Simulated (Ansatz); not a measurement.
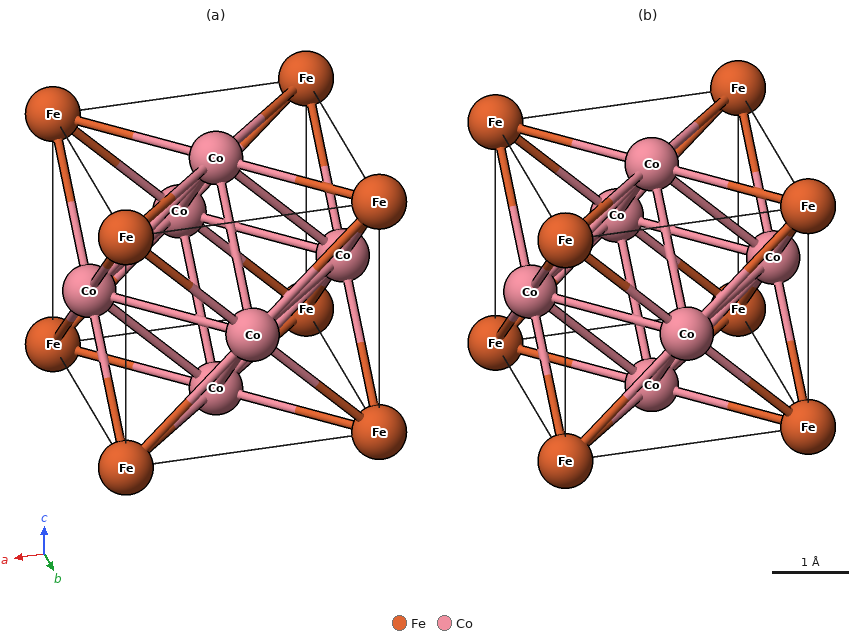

Left: crystalline FeCo₃ (set up in Pm-3m). Right: the same structure after one change, at the same scale. The picture is a ball-and-stick view of the cell of the calculation, seen from a free direction.

Computed with DFT PBEsol, scalar-relativistic, plane waves, PAW in Ansatz 0.2.0. Set-up: plane-wave cutoff 420 eV; k-point mesh 12 × 12 × 12; occupations gaussian; smearing width 0.1 eV; collinear spin.

**What distinguishes the right structure from the left one?**

All lengths are scaled by −4.2 % (volume −12.0 %), the atoms keeping their fractional coordinates. No relaxation follows.

**What does the change do?**

The energy rises by 120 meV per atom. Pressure: 0.0 GPa before, 25.8 GPa after. All forces vanish by symmetry. The absolute magnetisation per cell goes from 7.64 to 3.54 μB (net moment 7.18 and 3.32 μB). Near-neighbour distances before and after: Co–Fe 2.466 → 2.363 Å, Co–Co 2.466 → 2.363 Å. The space group stays Pm-3m (No. 221).
